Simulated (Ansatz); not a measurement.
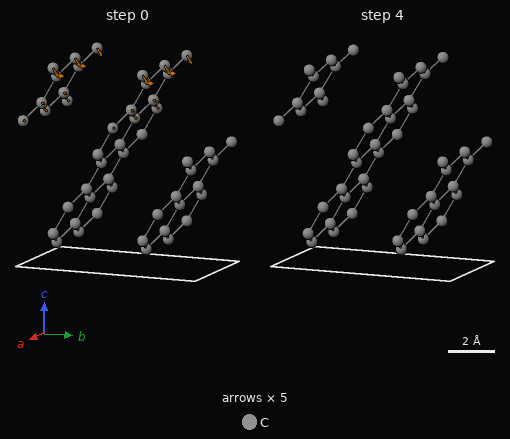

The structure of a slab of composition C (cut from the Fmmm phase) before (left) and after (right) a constrained relaxation, at one scale. The orange arrows give the displacements, 5 times their true length.

Style: ball-and-stick. Shown: the 1 × 2 repeat of the cell, outlined in the plane, without the vacuum, slightly off an axis.

Case: lower part held, upper part relaxed from the bulk's places. The slab is the (0 1 1) face of C. 8 atoms are held fixed.

Method: DFT PBEsol, scalar-relativistic, plane waves, PAW (Ansatz 0.2.0).

Input
```yaml
crystal:
  lattice:
    - [4.9177048336, 0.0, 0.0]
    - [0.0, 4.2614789183, 0.0]
    - [0.0, 0.0, 22.9926192905]
  atoms:
    - { symbol: C, position: [0.75, 0.3329292688, 0.3261916316] }
    - { symbol: C, position: [0.25, 0.3329292688, 0.3261916316] }
    - { symbol: C, position: [0.5, 0.4161283432, 0.352922617] }
    - { symbol: C, position: [0.0, 0.4161283432, 0.352922617] }
    - { symbol: C, position: [0.0, 0.5826151395, 0.4064130694] }
    - { symbol: C, position: [0.5, 0.5826151395, 0.4064130694] }
    - { symbol: C, position: [0.75, 0.6658142139, 0.4331440549] }
    - { symbol: C, position: [0.25, 0.6658142139, 0.4331440549] }
    - { symbol: C, position: [0.25, 0.8323010102, 0.4866345073] }
    - { symbol: C, position: [0.75, 0.8323010102, 0.4866345073] }
    - { symbol: C, position: [0.0, 0.9155000846, 0.5133654927] }
    - { symbol: C, position: [0.5, 0.9155000846, 0.5133654927] }
    - { symbol: C, position: [0.5, 0.0819868809, 0.5668559451] }
    - { symbol: C, position: [0.0, 0.0819868809, 0.5668559451] }
    - { symbol: C, position: [0.25, 0.1651859553, 0.5935869306] }
    - { symbol: C, position: [0.75, 0.1651859553, 0.5935869306] }
    - { symbol: C, position: [0.75, 0.3316727516, 0.647077383] }
    - { symbol: C, position: [0.25, 0.3316727516, 0.647077383] }
    - { symbol: C, position: [0.5, 0.414871826, 0.6738083684] }
    - { symbol: C, position: [0.0, 0.414871826, 0.6738083684] }
basis:
  ecutwfc: 420
kpoints:
  mp_grid: { grid: [6, 6, 1] }
hamiltonian:
  xc: pbesol
scf:
  occupations: { method: gaussian, width: 0.05 }
output:
  forces: true
  eigenvalues: true
  write_density: true
  write_potential: true
  elf: true
  volumetric_format: npy
relax:
  adjacent_minimum: "off"
  f_tol: 0.02
  max_steps: 90
  constraints: [{ sites: [0, 1, 2, 3, 4, 5, 6, 7] }]
efield:
  axis: 3
  dipole_correction: true
  ramp_width: 0.04
```

Run as
```bash
ansatz run input.yaml --threads 2 --pin off --max-ram 5120MiB --backend cpu --events-out ev --progress --plain --runs-dir out
```

> Describe what moved and what it gained.

The largest moves, 0.10 Å, are those of C19 and C20. C19 goes at 34° to the normal (−c side). The cell doesn't change. Among the contacts that change: C15–C18 1.420 → 1.469 Å, C17–C19 1.419 → 1.375 Å, C11–C14 1.420 → 1.430 Å, C13–C15 1.419 → 1.412 Å. Bond angles that change, for instance: C19–C17–C20 120.0° → 126.7°, C16–C17–C19 120.0° → 116.6°. The energy falls by 0.259 eV per cell of the calculation in 3 accepted moves (4 points after the start). Largest force component: 2.7 eV/Å at the start, 0.018 eV/Å at the end. 1 step only repeated the SCF at the same geometry.
